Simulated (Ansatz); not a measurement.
Start from this file.

```xyz
8
Lattice="5.1551 0.0000 0.0000 0.0000 5.1551 0.0000 0.0000 0.0000 5.1551" Properties=species:S:1:pos:R:3 pbc="T T T"
Hf    0.0000    0.0000    0.0000
N     1.2888    1.2888    1.2888
Hf    0.0000    2.5776    2.5776
N     1.2888    3.8663    3.8663
Hf    2.5776    0.0000    2.5776
N     3.8663    1.2888    3.8663
Hf    2.5776    2.5776    0.0000
N     3.8663    3.8663    1.2888
```

> Work out the structure from the coordinates.

The structure is one of HfN. It is face-centred cubic, space group F-43m (No. 216). Type of structure: zinc blende (sphalerite type). Content of the cell: 4 Hf, 4 N (Z = 4). The coordination shell of Hf holds four N in a tetrahedral arrangement at 2.23 Å. The neighbours of N are four Hf in a tetrahedral arrangement at 2.23 Å. Not all metal-metal contacts are counted. The bonds build a three-dimensional framework.

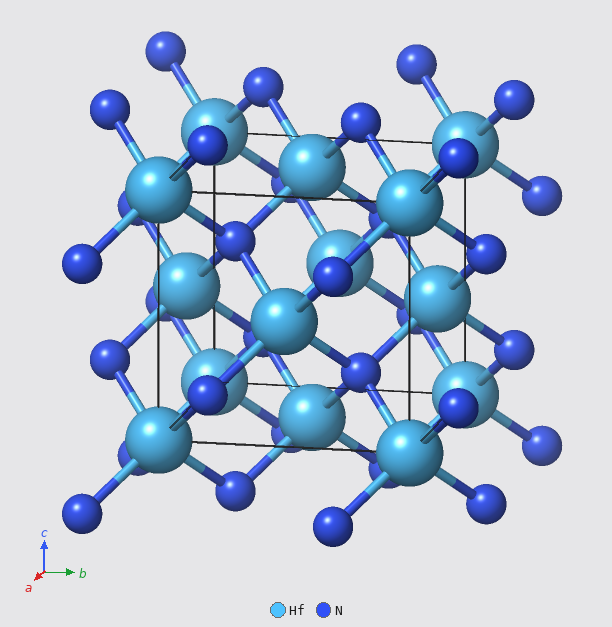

An orthographic ball-and-stick view of the structure, slightly off an axis. The parallelepiped is the conventional unit cell. Bonded atoms from the next cells complete the picture.

Provenance: a structure listed in the Materials Project. The cell was then strained or its atoms displaced on purpose. A calculation with Ansatz used it as input.

At this level of theory the cell isn't at rest (stretched, at -23 GPa), so its distances can differ from those at equilibrium, the more so the softer the solid.
